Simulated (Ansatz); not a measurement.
**Cu12N: geometry relaxation (part 2 of 2)**

Continued. System: Cu12N (slab, 13 atoms in the cell). Method: DFT PBE, scalar-relativistic, plane waves, PAW, PAW set soft_1, no spin polarisation (Ansatz 0.2.0); cutoff 420 eV, 5×5×1 k-mesh, Gaussian smearing of 0.1 eV. The structure derives from an entry of the Crystallography Open Database. The input holds or restrains some coordinates. Forces given for the steps count only the free coordinates.

Geometry of the input (Å; fractional positions):
```
5.1320  0.0000  0.0000
0.0000  5.1320  0.0000
0.0000  0.0000  19.0279
Cu 0.2500  0.2500  0.2102
Cu 0.2500  0.7500  0.2102
Cu 0.7500  0.2500  0.2102
Cu 0.7500  0.7500  0.2102
Cu 0.0000  0.0000  0.3029
Cu 0.0000  0.5000  0.3029
Cu 0.5000  0.0000  0.3029
Cu 0.5000  0.5000  0.3029
Cu 0.2500  0.2500  0.3956
Cu 0.2500  0.7500  0.3956
Cu 0.7500  0.2500  0.3956
Cu 0.7500  0.7500  0.3956
N  0.3333  0.5000  0.4568
```

```
SCF converged after 4 iterations
Free energy (F): -79879.262806 eV
Harris-Foulkes:  -79879.262806 eV  (|F-HF|=1.58e-8)
Internal energy: -79879.240027 eV  (E = F + TS)
E sigma→0 (E₀):  -79879.251416 eV
Entropy (-TS):   -0.022779 eV (-1.752 meV/atom)
Fermi energy:    1.166404 eV
Dipole field:    D = -0.064782 V/Å  (p = -0.179412 e·Å, saw-weighted, corrected)
Work function:   Φ+ = 5.7574 eV   Φ− = 4.5248 eV
Levels:          The Fermi level and band energies are counted from a zero that moves with the ramp; work functions are not
Vacuum region:   at the solve's end the planar-averaged density reaches -4.85e-5 e/Å³ inside the ramp window [0.7610, 0.9061] (bound 1e-5 e/Å³); by the running means of the window's planes the mean density over a ramp is at most 1.04e-5 e/Å³, which is held to the bound (the quickstart, § The vacuum guard, A window that rings)
--- Per-component energies (eV) ---
  E_band       = -7857.781829
  E_kinetic    = 3254.723366
  E_local      = -365602.361847  (includes V_loc(G=0)·N_el)
  E_nonlocal   = 10738.661192
  E_hartree    = 176918.041800
  E_xc         = -875.304036
  E_vxc        = -1127.680944  (∫ρ·V_xc dr)
  E_paw        = -21924.917684  (= ΣΔE_a)
  E_vpaw       = -8949.386527  (= ΣTr[D̂ρ^β])
  E_aug_tail   = 0.012421  (compensation charges beyond the density's cutoff)
  E_efield     = 0.005811  (sawtooth field / dipole correction)
  E_vefield    = -7.831582  (∫n·V_field dr)
  E_ewald      = 117611.898949
  E_smearing   = -0.022779  (= −TS)
  E_closure    = 0.000000  (closes the sum)
  Σ components = -79879.262806   (vs F -79879.262806, Δ=0.00e0)
--- Forces (eV/Å), atoms counted from 1 ---
  atom   1  Cu    -0.03247301     0.00396829     0.00073101
  atom   2  Cu    -0.03247301    -0.00396829     0.00073101
  atom   3  Cu     0.02745437    -0.04130319     0.03898279
  atom   4  Cu     0.02745437     0.04130319     0.03898279
  atom   5  Cu     0.00169558     0.00000000    -0.04150437
  atom   6  Cu    -0.06254009     0.00000000    -0.22619619
  atom   7  Cu     0.00693525     0.00000000    -0.12230651
  atom   8  Cu     0.11257272     0.00000000    -0.47557215
  atom   9  Cu    -0.32083716    -0.75644808     0.19377904
  atom  10  Cu    -0.32083716     0.75644808     0.19377904
  atom  11  Cu    -0.13280668     0.01235118     0.19630214
  atom  12  Cu    -0.13280668    -0.01235118     0.19630214
  atom  13  N      0.85866965     0.00000000     0.00581264
  max |Σ_I F_I| component: 1.77e-4 eV/Å
--- Band table (eV; the first three rows and the last of 9) ---
  k-point 0: bands = ["-111.8217", "-111.8170", "-111.5130", "-111.3956", "-111.3887", "-111.3725", "-110.9621", "-110.9578", "-110.9566", "-110.9521", "-110.9330", "-110.9286", "-69.4291", "-69.3934", "-69.1024", "-69.0951", "-69.0425", "-69.0174", "-68.8998", "-68.8967", "-68.8629", "-68.7958", "-68.7931", "-68.7707", "-68.7678", "-68.7537", "-68.7525", "-68.7396", "-68.7347", "-68.7339", "-68.3918", "-68.3869", "-68.3824", "-68.3772", "-68.3739", "-68.3351", "-68.3350", "-68.3310", "-68.3264", "-68.3228", "-68.3186", "-68.3178", "-68.3151", "-68.3102", "-68.3088", "-68.3046", "-68.2757", "-68.2716", "-12.7236", "-7.1856", "-4.5702", "-3.8544", "-3.7952", "-3.7833", "-3.7024", "-3.6126", "-3.4162", "-3.4120", "-3.2245", "-3.1650", "-2.9576", "-2.9226", "-2.8946", "-2.7619", "-2.6887", "-2.4876", "-2.1942", "-2.1483", "-2.0447", "-2.0036", "-1.9598", "-1.9257", "-1.8646", "-1.8241", "-1.7951", "-1.7128", "-1.6587", "-1.6496", "-1.6041", "-1.6037", "-1.5954", "-1.5705", "-1.4351", "-1.3998", "-1.2310", "-1.1907", "-1.1140", "-1.0446", "-1.0026", "-0.9936", "-0.8764", "-0.8639", "-0.8241", "-0.7426", "-0.6436", "-0.6287", "-0.6006", "-0.5693", "-0.5584", "-0.5117", "-0.4704", "-0.4368", "-0.3889", "-0.3762", "-0.3366", "-0.3304", "-0.3223", "-0.2773", "-0.2715", "-0.2423", "-0.0599", "0.0815", "0.2902", "0.7176", "0.7673", "0.8827", "0.9013", "1.0998", "1.1064", "2.0100", "2.8740", "3.5146", "3.9249", "4.0333", "4.4504", "4.6481", "5.6277", "6.2409", "6.4564", "6.8158", "7.1926", "7.3153", "7.4714", "7.9406", "8.5875", "8.5968", "8.8097", "9.1720", "9.2629", "9.5475"]
  k-point 1: bands = ["-111.8212", "-111.8175", "-111.5130", "-111.3953", "-111.3890", "-111.3725", "-110.9617", "-110.9582", "-110.9562", "-110.9526", "-110.9326", "-110.9290", "-69.4256", "-69.3966", "-69.1017", "-69.0958", "-69.0403", "-69.0200", "-68.8997", "-68.8967", "-68.8609", "-68.7957", "-68.7880", "-68.7704", "-68.7681", "-68.7537", "-68.7525", "-68.7444", "-68.7371", "-68.7340", "-68.3885", "-68.3820", "-68.3778", "-68.3775", "-68.3715", "-68.3398", "-68.3389", "-68.3357", "-68.3260", "-68.3224", "-68.3201", "-68.3184", "-68.3147", "-68.3108", "-68.3085", "-68.3051", "-68.2753", "-68.2720", "-12.7115", "-6.9716", "-4.4578", "-4.3906", "-3.7191", "-3.6559", "-3.5852", "-3.4925", "-3.3922", "-3.3286", "-3.1567", "-3.0975", "-2.9486", "-2.8536", "-2.8328", "-2.7727", "-2.6523", "-2.5101", "-2.2854", "-2.1982", "-2.1330", "-2.0751", "-2.0359", "-2.0076", "-1.8476", "-1.7808", "-1.7420", "-1.7226", "-1.6893", "-1.6318", "-1.6151", "-1.5730", "-1.5665", "-1.5197", "-1.4694", "-1.3893", "-1.3098", "-1.1363", "-1.1127", "-1.0649", "-1.0332", "-0.9853", "-0.9591", "-0.9013", "-0.8643", "-0.8048", "-0.7658", "-0.6824", "-0.6741", "-0.6490", "-0.6173", "-0.5715", "-0.5554", "-0.4702", "-0.4605", "-0.4386", "-0.4166", "-0.4023", "-0.3697", "-0.3492", "-0.3384", "-0.2741", "-0.1642", "-0.0827", "-0.0781", "0.2969", "0.6087", "1.0778", "1.2490", "1.4336", "1.7260", "2.7134", "3.0776", "3.4765", "3.5523", "3.8680", "4.6622", "4.8855", "5.8189", "5.9064", "6.1132", "6.8255", "6.9159", "7.3481", "7.5935", "7.9823", "8.2342", "9.1451", "9.2109", "9.4193", "9.4302", "9.7155"]
  k-point 2: bands = ["-111.8201", "-111.8186", "-111.5129", "-111.3948", "-111.3894", "-111.3725", "-110.9606", "-110.9593", "-110.9551", "-110.9537", "-110.9315", "-110.9301", "-69.4166", "-69.4052", "-69.0998", "-69.0975", "-69.0344", "-69.0264", "-68.8997", "-68.8967", "-68.8575", "-68.7956", "-68.7747", "-68.7696", "-68.7687", "-68.7576", "-68.7537", "-68.7526", "-68.7408", "-68.7340", "-68.3830", "-68.3796", "-68.3689", "-68.3651", "-68.3624", "-68.3527", "-68.3502", "-68.3480", "-68.3246", "-68.3226", "-68.3213", "-68.3198", "-68.3135", "-68.3121", "-68.3075", "-68.3062", "-68.2743", "-68.2731", "-12.6918", "-6.3558", "-5.4138", "-4.0860", "-3.7442", "-3.4787", "-3.3848", "-3.3150", "-3.1998", "-3.1294", "-3.0424", "-2.9656", "-2.9314", "-2.8587", "-2.8311", "-2.7248", "-2.6308", "-2.5624", "-2.4491", "-2.3716", "-2.2542", "-2.1692", "-2.0979", "-1.9462", "-1.9314", "-1.8224", "-1.8002", "-1.7278", "-1.6139", "-1.6083", "-1.5702", "-1.5493", "-1.4999", "-1.4934", "-1.4360", "-1.3196", "-1.2781", "-1.2535", "-1.2239", "-1.1966", "-1.1411", "-1.0918", "-1.0773", "-1.0040", "-0.9682", "-0.9216", "-0.8664", "-0.8422", "-0.8302", "-0.8221", "-0.7199", "-0.6852", "-0.6606", "-0.6285", "-0.5740", "-0.5434", "-0.5188", "-0.4826", "-0.4211", "-0.4155", "-0.3934", "-0.3169", "-0.2862", "-0.2687", "-0.2511", "0.4088", "0.6284", "1.3388", "1.7737", "1.9082", "2.2160", "2.5333", "2.7667", "3.2978", "3.6233", "4.4034", "4.8700", "5.0623", "5.4911", "6.0201", "6.4957", "6.5555", "7.2789", "7.6345", "7.8336", "8.0725", "8.3938", "8.7362", "8.8506", "9.1639", "9.2468", "9.4389"]
  k-point 8: bands = ["-111.8201", "-111.8186", "-111.5129", "-111.3946", "-111.3895", "-111.3727", "-110.9597", "-110.9583", "-110.9560", "-110.9546", "-110.9315", "-110.9301", "-69.4165", "-69.4051", "-69.0990", "-69.0968", "-69.0343", "-69.0264", "-68.8986", "-68.8926", "-68.8575", "-68.7832", "-68.7747", "-68.7729", "-68.7658", "-68.7575", "-68.7552", "-68.7548", "-68.7477", "-68.7410", "-68.3720", "-68.3689", "-68.3676", "-68.3641", "-68.3546", "-68.3545", "-68.3527", "-68.3447", "-68.3406", "-68.3365", "-68.3220", "-68.3205", "-68.3127", "-68.3113", "-68.3089", "-68.3077", "-68.2743", "-68.2731", "-12.6780", "-5.5378", "-4.7686", "-4.5990", "-4.0798", "-3.5782", "-3.4730", "-3.2237", "-3.0863", "-2.9743", "-2.8542", "-2.7824", "-2.7043", "-2.6822", "-2.5889", "-2.5558", "-2.5035", "-2.4360", "-2.4015", "-2.3493", "-2.2998", "-2.2727", "-2.2262", "-2.0938", "-2.0178", "-1.9226", "-1.8461", "-1.8161", "-1.7940", "-1.7551", "-1.7089", "-1.6081", "-1.4861", "-1.4224", "-1.3846", "-1.3578", "-1.3261", "-1.2740", "-1.2466", "-1.2427", "-1.1868", "-1.1250", "-1.1117", "-1.0901", "-1.0761", "-1.0159", "-0.9969", "-0.9712", "-0.9246", "-0.8727", "-0.8404", "-0.8200", "-0.7964", "-0.7528", "-0.7198", "-0.7181", "-0.6804", "-0.6360", "-0.5978", "-0.5524", "-0.4713", "-0.4156", "-0.3452", "-0.3390", "-0.3231", "-0.0452", "0.1259", "0.5026", "0.7890", "1.4893", "1.6752", "2.6541", "3.1180", "4.1935", "4.3113", "5.6004", "5.6811", "6.6727", "6.8396", "6.9419", "7.1686", "7.4412", "7.6629", "8.4342", "8.5549", "8.6684", "8.7918", "8.9818", "9.4957", "9.5843", "9.6265", "9.7056"]
--- Relaxed structure (4 steps of the walk, 4 accepted, 0 SCFs on fresh bases) ---
  F+E_penalty+E_count = -79879.26280588 eV   max|allowed force component| = 5.813e-3 eV/Å
  atoms:
    - { symbol: Cu, position: [0.25, 0.25, 0.21021728030000006] }
    - { symbol: Cu, position: [0.25, 0.75, 0.21021728030000006] }
    - { symbol: Cu, position: [0.75, 0.25, 0.21021728030000006] }
    - { symbol: Cu, position: [0.75, 0.75, 0.21021728030000006] }
    - { symbol: Cu, position: [0.0, 0.0, 0.30292412950000003] }
    - { symbol: Cu, position: [0.0, 0.5, 0.30292412950000003] }
    - { symbol: Cu, position: [0.5, 0.0, 0.30292412950000003] }
    - { symbol: Cu, position: [0.5, 0.5, 0.30292412950000003] }
    - { symbol: Cu, position: [0.25, 0.25, 0.39562531900000003] }
    - { symbol: Cu, position: [0.25, 0.75, 0.39562531900000003] }
    - { symbol: Cu, position: [0.75, 0.25, 0.39562531900000003] }
    - { symbol: Cu, position: [0.75, 0.75, 0.39562531900000003] }
    - { symbol: N, position: [0.3333333333, 0.5, 0.4560405403894788] }
```

Trajectory as extended XYZ (Å, eV, eV/Å), 4 frames, from step=1 to step=4:
```
13
Lattice="5.1320 0.0000 0.0000 0.0000 5.1320 0.0000 0.0000 0.0000 19.0279" Properties=species:S:1:pos:R:3:forces:R:3 step=1 energy=-79879.26123
Cu    1.2830    1.2830    4.0000   -0.0326   0.0029   0.0010
Cu    1.2830    3.8490    4.0000   -0.0326  -0.0029   0.0010
Cu    3.8490    1.2830    4.0000    0.0277  -0.0425   0.0387
Cu    3.8490    3.8490    4.0000    0.0277   0.0425   0.0387
Cu    0.0000    0.0000    5.7640    0.0021   0.0000  -0.0412
Cu    0.0000    2.5660    5.7640   -0.0612   0.0000  -0.2232
Cu    2.5660    0.0000    5.7640    0.0061   0.0000  -0.1199
Cu    2.5660    2.5660    5.7640    0.1110   0.0000  -0.4690
Cu    1.2830    1.2830    7.5279   -0.2789  -0.6433   0.2928
Cu    1.2830    3.8490    7.5279   -0.2789   0.6433   0.2928
Cu    3.8490    1.2830    7.5279   -0.1347   0.0160   0.2027
Cu    3.8490    3.8490    7.5279   -0.1347  -0.0160   0.2027
N     1.7107    2.5660    8.6922    0.7790   0.0000  -0.2168
13
Lattice="5.1320 0.0000 0.0000 0.0000 5.1320 0.0000 0.0000 0.0000 19.0279" Properties=species:S:1:pos:R:3:forces:R:3 step=2 energy=-79879.26215
Cu    1.2830    1.2830    4.0000   -0.0326   0.0032   0.0008
Cu    1.2830    3.8490    4.0000   -0.0326  -0.0032   0.0008
Cu    3.8490    1.2830    4.0000    0.0277  -0.0421   0.0388
Cu    3.8490    3.8490    4.0000    0.0277   0.0421   0.0388
Cu    0.0000    0.0000    5.7640    0.0019   0.0000  -0.0415
Cu    0.0000    2.5660    5.7640   -0.0617   0.0000  -0.2243
Cu    2.5660    0.0000    5.7640    0.0064   0.0000  -0.1208
Cu    2.5660    2.5660    5.7640    0.1115   0.0000  -0.4714
Cu    1.2830    1.2830    7.5279   -0.2929  -0.6808   0.2596
Cu    1.2830    3.8490    7.5279   -0.2929   0.6808   0.2596
Cu    3.8490    1.2830    7.5279   -0.1341   0.0147   0.2007
Cu    3.8490    3.8490    7.5279   -0.1341  -0.0147   0.2007
N     1.7107    2.5660    8.6872    0.8057   0.0000  -0.1422
13
Lattice="5.1320 0.0000 0.0000 0.0000 5.1320 0.0000 0.0000 0.0000 19.0279" Properties=species:S:1:pos:R:3:forces:R:3 step=3 energy=-79879.26281
Cu    1.2830    1.2830    4.0000   -0.0325   0.0040   0.0007
Cu    1.2830    3.8490    4.0000   -0.0325  -0.0040   0.0007
Cu    3.8490    1.2830    4.0000    0.0275  -0.0413   0.0390
Cu    3.8490    3.8490    4.0000    0.0275   0.0413   0.0390
Cu    0.0000    0.0000    5.7640    0.0017   0.0000  -0.0415
Cu    0.0000    2.5660    5.7640   -0.0625   0.0000  -0.2262
Cu    2.5660    0.0000    5.7640    0.0069   0.0000  -0.1223
Cu    2.5660    2.5660    5.7640    0.1126   0.0000  -0.4756
Cu    1.2830    1.2830    7.5279   -0.3208  -0.7564   0.1938
Cu    1.2830    3.8490    7.5279   -0.3208   0.7564   0.1938
Cu    3.8490    1.2830    7.5279   -0.1328   0.0123   0.1963
Cu    3.8490    3.8490    7.5279   -0.1328  -0.0123   0.1963
N     1.7107    2.5660    8.6775    0.8587   0.0000   0.0057
13
Lattice="5.1320 0.0000 0.0000 0.0000 5.1320 0.0000 0.0000 0.0000 19.0279" Properties=species:S:1:pos:R:3:forces:R:3 step=4 energy=-79879.26281
Cu    1.2830    1.2830    4.0000   -0.0325   0.0040   0.0007
Cu    1.2830    3.8490    4.0000   -0.0325  -0.0040   0.0007
Cu    3.8490    1.2830    4.0000    0.0275  -0.0413   0.0390
Cu    3.8490    3.8490    4.0000    0.0275   0.0413   0.0390
Cu    0.0000    0.0000    5.7640    0.0017   0.0000  -0.0415
Cu    0.0000    2.5660    5.7640   -0.0625   0.0000  -0.2262
Cu    2.5660    0.0000    5.7640    0.0069   0.0000  -0.1223
Cu    2.5660    2.5660    5.7640    0.1126   0.0000  -0.4756
Cu    1.2830    1.2830    7.5279   -0.3208  -0.7564   0.1938
Cu    1.2830    3.8490    7.5279   -0.3208   0.7564   0.1938
Cu    3.8490    1.2830    7.5279   -0.1328   0.0124   0.1963
Cu    3.8490    3.8490    7.5279   -0.1328  -0.0124   0.1963
N     1.7107    2.5660    8.6775    0.8587   0.0000   0.0058
```

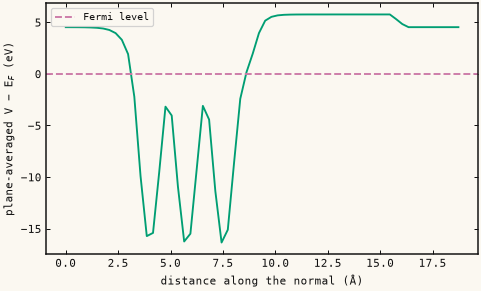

**Figure 1.** Plane average of the electrostatic potential energy of an electron across the cell, from the Fermi level. The vacuum level lies 5.76 eV above the Fermi level on the upper side and 4.52 eV on the lower.

Summary:

| quantity | value |
| --- | --- |
| outcome | converged under the restraints of the input |
| electrons treated | 233 |
| free energy | −79879.2628 eV |
| work function, top face | 5.76 eV |
| work function, bottom face | 4.52 eV |
| Fermi energy | 1.166 eV |
| gap on the k-point mesh | none (metallic) |
| final volume | 501.14 Å³ |
| work function (upper face) | 5.76 eV |
| largest force (length of the vector) at the end, held atoms and coordinates included | 0.859 eV/Å |
| wall time | 61 s (CPU time 3.9 min) |
| peak memory | 1.8 GiB |

Notes:

Warnings of the run: the density in the vacuum is higher than it should be, so vacuum levels may be off. The cell holds an odd number of electrons but the run has no spin polarisation, so a band is left half filled.
